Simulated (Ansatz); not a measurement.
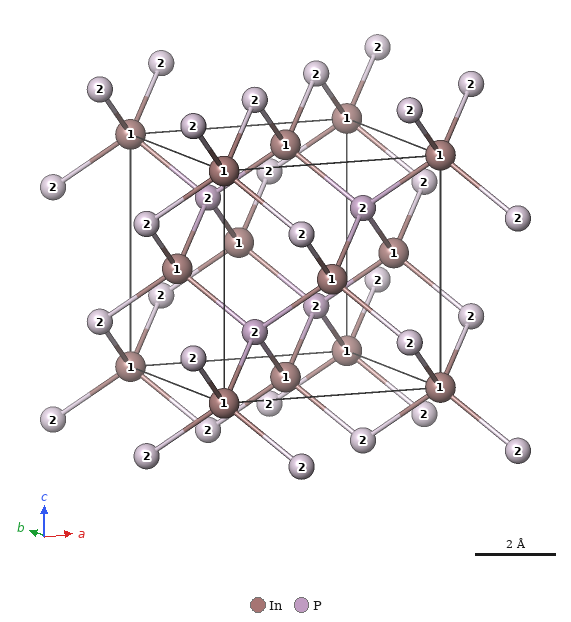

**Figure 1.** The input geometry (ball-and-stick view of the cell 4 times as large as that of the calculation, set on its symmetry axes, seen slightly off an axis; neighbours outside the cell are drawn fainter; atoms are numbered from 1 in the order of the input). Near neighbours in the crystal (not all of them lie inside the picture): In has 4 P at 2.58 Å; P has 4 In at 2.58 Å.

**Single-point calculation of InP**

- system: InP (F-43m, 2 atoms in the cell)
- method: DFT, PBE, plane waves, PAW, no spin polarisation (Ansatz 0.2.0)

The structure derives from a Materials Project entry. Some settings of this run were made unusual or wrong on purpose. Figures and captions count atoms from 1; the log counts them from 0 in places.

## What the program printed
```
Engine: ansatz 0.2.0, x86_64-unknown-linux-gnu
Pseudopotentials: kind: paw
Pseudopotential: In, paw, valence charge 13, recommended cutoff 420 eV (normal), In.paw.azcp
Pseudopotential: P, paw, valence charge 5, recommended cutoff 420 eV (normal), P.paw.azcp
Functional definition: PBE
  parameter kappa = 0.804
  parameter beta = 0.06672455060314922
  exchange = pbe_x(kappa = kappa, mu = beta*pi^2/3)
  correlation = pbe_c(beta = beta)
Crystal: 2 atoms, lattice volume = 52.922 Å³
Basis set: ecut = 420 eV, 1037 PW (Γ), exchange–correlation on 60×60×60 points (8 copies of the dense FFT grid, shifted against one another)
Bands: 13, of which v1, the nominal top of the filled ones, is band 9 counted from 1 (8 counted from 0)
Symmetry: 24 space group operations
Space group: F-43m (ITA 216), of the structure as read, at distance tolerance 3.8e-5 Å
k-points: 1
Non-local potential: In, projectors of the file, l = 0: 2, l = 1: 2, l = 2: 2, l = 3: 2
Non-local potential: P, projectors of the file, l = 0: 2, l = 1: 2, l = 2: 2
PAW form: soft (Blöchl's): semilocal exchange-correlation on the pseudo side does not see the compensation charge
PAW one-centre angular grid: In, 590 points (default); XC on 64 Gauss nodes
PAW one-centre angular grid: P, 110 points (default); XC on 64 Gauss nodes
Initial density: superposition of atomic densities (neutral atoms: chi_scale 0, normalization atom), corrected by the library's trained network
Initial wavefunctions: pseudopotential atomic-orbital guess
Functional: x = pbe(κ = 0.804, μ = 0.2195149727645171), c = pbe(β = 0.06672455060314922)
SCF iter   1: F=—  HF=-6340.747678 eV  |F-HF|=—  |Δ(HF+E_count)|=         —  Δρ=6.35e-2  dr2=4.20e0  ethr=1.77e-3  ⟨swp⟩=6.0  Hψ=88  notcnv=0
preconditioner: auto → none  [insulator: Δε(μ)=0.426 eV  Ē_g=12.219 eV  σ=0.020 eV  W_gap=1.00  n_scr=14 (ndim 8)  ℏωp=21.7 eV  f_vac=0.030  D(μ)=0.00/eV (n_scr^D=0)  ε∞_Penn≈4.1]
SCF iter   2: F=—  HF=-6339.930199 eV  |F-HF|=—  |Δ(HF+E_count)|=   8.17e-1  Δρ=3.75e-2  dr2=1.45e0  ethr=1.77e-3  ⟨swp⟩=5.0  Hψ=38  notcnv=0  defer=1
preconditioner: auto → LDOS  [insulator: Δε(μ)=2.809 eV  Ē_g=12.346 eV  σ=0.020 eV  W_gap=0.67  n_scr=14 (ndim 8)  ℏωp=21.7 eV  f_vac=0.089  D(μ)=154.26/eV (n_scr^D=8362)  ε∞_Penn≈4.1  β→1.0]
SCF iter   3: F=—  HF=-6339.597809 eV  |F-HF|=—  |Δ(HF+E_count)|=   3.32e-1  Δρ=2.16e-2  dr2=3.05e-1  ethr=1.77e-3  ⟨swp⟩=4.0  Hψ=36  notcnv=0
SCF iter   4: F=—  HF=-6339.707083 eV  |F-HF|=—  |Δ(HF+E_count)|=   1.09e-1  Δρ=4.85e-2  dr2=1.48e0  ethr=1.70e-3  ⟨swp⟩=2.0  Hψ=20  notcnv=0  recentre
SCF iter   5: F=—  HF=-6339.612572 eV  |F-HF|=—  |Δ(HF+E_count)|=   9.45e-2  Δρ=1.43e-2  dr2=1.48e-1  ethr=1.70e-3  ⟨swp⟩=2.0  Hψ=26  notcnv=0
SCF iter   6: F=—  HF=-6339.604806 eV  |F-HF|=—  |Δ(HF+E_count)|=   7.77e-3  Δρ=5.06e-3  dr2=1.26e-2  ethr=8.20e-4  ⟨swp⟩=2.0  Hψ=16  notcnv=0
SCF iter   7: F=—  HF=-6339.611859 eV  |F-HF|=—  |Δ(HF+E_count)|=   7.05e-3  Δρ=5.92e-3  dr2=2.26e-2  ethr=6.99e-5  ⟨swp⟩=2.0  Hψ=20  notcnv=0
SCF iter   8: F=—  HF=-6339.612407 eV  |F-HF|=—  |Δ(HF+E_count)|=   5.47e-4  Δρ=4.11e-3  dr2=1.07e-2  ethr=6.99e-5  ⟨swp⟩=1.0  Hψ=13  notcnv=0
SCF iter   9: F=—  HF=-6339.612796 eV  |F-HF|=—  |Δ(HF+E_count)|=   3.89e-4  Δρ=1.29e-3  dr2=1.01e-3  ethr=5.93e-5  ⟨swp⟩=2.0  Hψ=14  notcnv=0
SCF iter  10: F=—  HF=-6339.612841 eV  |F-HF|=—  |Δ(HF+E_count)|=   4.46e-5  Δρ=1.76e-4  dr2=1.04e-5  ethr=5.63e-6  ⟨swp⟩=2.0  Hψ=14  notcnv=0
SCF iter  11: F=—  HF=-6339.612840 eV  |F-HF|=—  |Δ(HF+E_count)|=   8.12e-7  Δρ=1.23e-4  dr2=7.48e-6  ethr=5.78e-8  ⟨swp⟩=2.0  Hψ=18  notcnv=0
SCF iter  12: F=—  HF=-6339.612846 eV  |F-HF|=—  |Δ(HF+E_count)|=   6.28e-6  Δρ=5.92e-5  dr2=1.37e-6  ethr=4.16e-8  ⟨swp⟩=2.0  Hψ=14  notcnv=0
SCF iter  13: F=—  HF=-6339.612849 eV  |F-HF|=—  |Δ(HF+E_count)|=   2.87e-6  Δρ=2.76e-5  dr2=3.56e-7  ethr=7.63e-9  ⟨swp⟩=2.0  Hψ=18  notcnv=0
SCF iter  14: F=—  HF=-6339.612849 eV  |F-HF|=—  |Δ(HF+E_count)|=   2.84e-7  Δρ=1.56e-5  dr2=1.05e-7  ethr=5.56e-10  ⟨swp⟩=4.0  Hψ=41  notcnv=0
SCF iter  15: F=-6339.612849 eV  HF=-6339.612849 eV  |F-HF|=1.33e-8  |Δ(HF+E_count)|=   1.42e-7  Δρ=8.54e-6  dr2=3.65e-8  ethr=5.56e-10  ⟨swp⟩=5.0  Hψ=60  notcnv=0
SCF 1 converged in 15 iterations: F = -6339.612849 eV  dr2 = 3.65e-8
  greatest PAW one-centre occupation: 0.983 electrons in one spin orbital (limit 2), on the In atom at site 0 (counted from 0), in its partial waves of l = 2
```

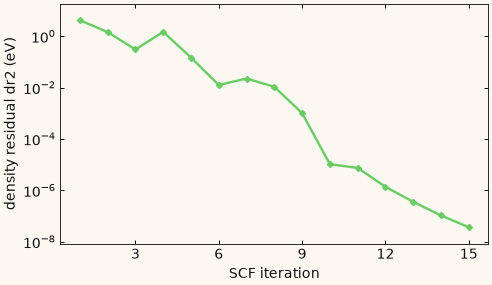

**Figure 2.** Convergence of the self-consistent field: density residual dr2 against the SCF iteration. The residual comes down, with one marked jump up, by a factor of about 5, at step 4.

```
SCF converged after 15 iterations
Free energy (F): -6339.612849 eV
Harris-Foulkes:  -6339.612849 eV  (|F-HF|=1.33e-8)
Internal energy: -6339.576908 eV  (E = F + TS)
E sigma→0 (E₀):  -6339.594879 eV
Entropy (-TS):   -0.035941 eV (-17.971 meV/atom)
Fermi energy:    7.453671 eV
--- Per-component energies (eV) ---
  E_band       = -40.998345
  E_kinetic    = 332.167786
  E_local      = -1443.190674  (includes V_loc(G=0)·N_el)
  E_nonlocal   = 408.820791
  E_hartree    = 567.466086
  E_xc         = -279.245807
  E_vxc        = -162.787742  (∫ρ·V_xc dr)
  E_paw        = -4725.121017  (= ΣΔE_a)
  E_vpaw       = -310.940764  (= ΣTr[D̂ρ^β])
  E_aug_tail   = 0.000028  (compensation charges beyond the density's cutoff)
  E_ewald      = -1200.474100
  E_smearing   = -0.035941  (= −TS)
  E_closure    = 0.000000  (closes the sum)
  Σ components = -6339.612849   (vs F -6339.612849, Δ=0.00e0)
--- Forces (eV/Å), atoms counted from 1 ---
  atom   1  In     0.00000000    -0.00000000     0.00000000
  atom   2  P      0.00000000     0.00000000    -0.00000000
  max |Σ_I F_I| component: 3.53e-23 eV/Å
--- Stress (GPa, compression-positive) ---
       57.999549       0.000000       0.000000
        0.000000      57.999549      -0.000000
       -0.000000      -0.000000      57.999549
  P = ⅓ Tr σ = 57.9995 GPa (579.995 kbar)
--- Band table (eV) ---
  k-point 0: bands = ["-7.8125", "-7.8125", "-7.8125", "-7.7344", "-7.7344", "-3.9253", "7.4435", "7.4443", "7.4443", "7.4443", "10.7410", "10.7410", "10.7410"]
```

This output came from the following input.

## The input
```yaml
crystal:
  lattice:
    - [0.0, 2.9798940533, 2.9798940533]
    - [2.9798940533, 0.0, 2.9798940533]
    - [2.9798940533, 2.9798940533, 0.0]
  atoms:
    - { symbol: In, position: [0.0, 0.0, 0.0] }
    - { symbol: P, position: [0.75, 0.75, 0.75] }
basis:
  ecutwfc: 420
kpoints:
  mp_grid: { grid: [1, 1, 1] }
hamiltonian:
  xc: pbe
scf:
  occupations: { method: gaussian, width: 0.02 }
  max_iter: 50
output:
  forces: true
  eigenvalues: true
  stress: true
```

Launch command:
```bash
ansatz run input.yaml --threads 4 --pin off --max-ram 8192MiB --backend cpu --events-out ev --progress --plain --runs-dir out
```

## What the run reported

| quantity | value |
| --- | --- |
| outcome | converged |
| space group (tolerance 0.01 Å) | F-43m (216) |
| electrons treated | 18 |
| free energy | −6339.6128 eV |
| Fermi energy | 7.454 eV |
| gap on the k-point mesh | none (metallic) |
| pressure | 58.00 GPa |
| largest force (length of the vector) | under 0.001 eV/Å |
| hardware | 4 threads of Intel Xeon @ 2.10GHz (Emerald Rapids), 189 GiB of memory available, shared host |
| wall time | 2.3 s (CPU time 1.8 s) |
| peak memory | 0.31 GiB |

## Diagnosis

This input holds a deliberate fault: one k-point for a small cell (`kpoints.mp_grid.grid`). One point cannot sample the zone of a small cell. The run converged all the same; its numbers are those of the faulty input and shouldn't be used.
